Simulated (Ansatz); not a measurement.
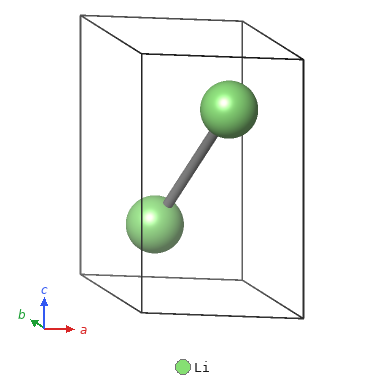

System: Li, space group P6_3/mmc (No. 194). The picture shows the cell.

Structure:
```
CELL_PARAMETERS angstrom
3.11100 0.00000 0.00000
-1.55550 2.69421 0.00000
0.00000 0.00000 5.09300
ATOMIC_POSITIONS crystal
Li 0.33333 0.66667 0.25000
Li 0.66667 0.33333 0.75000
```

Calculation (Ansatz 0.2.0): deformation of a crystal at fixed volume, lengths along the axis scaled against those across it, fractional coordinates fixed, by plane-wave density functional theory with PAW datasets, free energies less that of the undisturbed cell, pressure positive in compression; scalar-relativistic. Level: r2SCAN, no spin polarisation.

| setting | value |
| --- | --- |
| wave cutoff | 500 eV |
| k mesh | 18×18×10 |
| occupations | Gaussian |
| smearing width | 0.15 eV |
| k shift | (0, 0, 0) (mesh steps) |
| start | as given |
| path | axial |
| axis direction | (0, 0, 1) (Cartesian unit vector) |

Predict the energy change and pressure against relative axial ratio. The relative axial ratio takes the values 0.80, 0.85, 0.92, 0.96, 1.00, 1.05, 1.10, 1.20, 1.30.

The energy change is 37 meV/atom at relative axial ratio 0.80 and 105 meV/atom at 1.30; the lowest computed point is at relative axial ratio 1.00 (0 meV/atom). The pressure goes from −0.144 GPa at relative axial ratio 0.80 to 0.311 GPa at 1.30, not monotonically, with a low of −0.215 GPa at 1.00, and changes sign near 1.21.

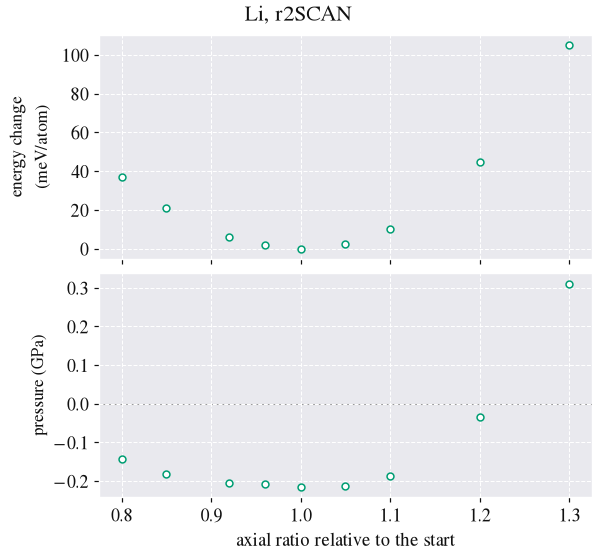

Limits of the calculation: reference crystal is not relaxed; shape and atomic fractions are frozen while scaling, which makes layered, chain and framework solids too stiff.
